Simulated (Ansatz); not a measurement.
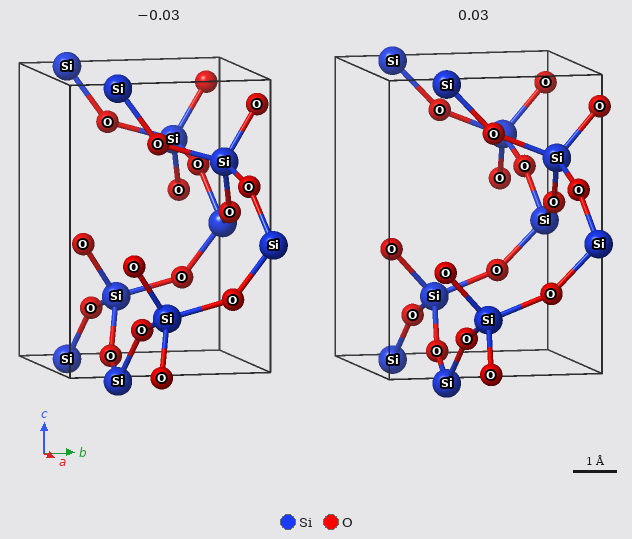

Crystalline SiO₂ (set up in P4_32_12), under biaxial strain in the a–b plane (c and atoms relaxed), with energies (extrapolated to zero smearing) counted from the relaxed crystal, which is the row at zero. The picture shows the first and the last member. Style: ball-and-stick. Shown: the cell of the calculation, repeated 2 × 1 × 1 with one cell outlined, slightly off an axis.

Computed with Ansatz 0.2.0: DFT PBEsol, scalar-relativistic, plane waves, PAW. (plane-wave cutoff 420 eV; k-point mesh 6 × 6 × 4; occupations gaussian; smearing width 0.02 eV; no spin polarisation; force threshold 0.008 eV/Å)

| strain | energy (meV/atom) | a (Å) | c (Å) | band gap (eV) |
| --- | --- | --- | --- | --- |
| −0.03 | 4.72 | 4.877 | 6.945 | 5.67 |
| −0.015 | 1.23 | 4.952 | 6.977 | 5.62 |
| 0.0 | 0.00 | 5.028 | 7.006 | 5.57 |
| 0.015 | ? | ? | ? | ? |
| 0.03 | 4.01 | 5.179 | 7.092 | 5.47 |

Fill in the missing row.

A parabola through three neighbouring rows (−0.015, 0.0, 0.03) gives, with Lagrange weights, (−0.3333)(1.23) + (1.0000)(0.00) + (0.3333)(4.01) = 0.93 meV/atom. The calculation gives 0.96 meV/atom (a = 5.103 Å, c = 7.053 Å). The estimate is 0.03 meV/atom too low. For the gap a parabola through the rows −0.015, 0.0, 0.03 gives 5.52 eV, and the calculation 5.52 eV (semilocal gaps, lower than measured ones as a rule).

The whole series:

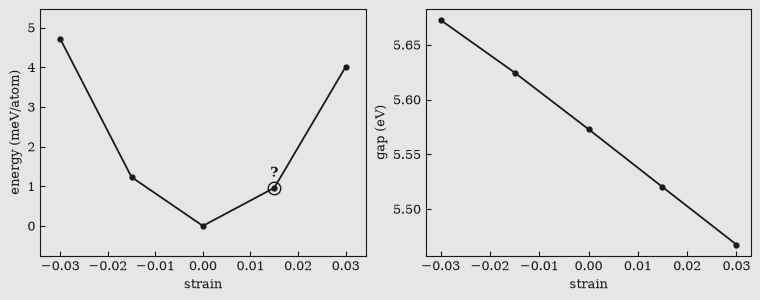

Each member starts from this one structure; whether another phase lies lower wasn't checked.
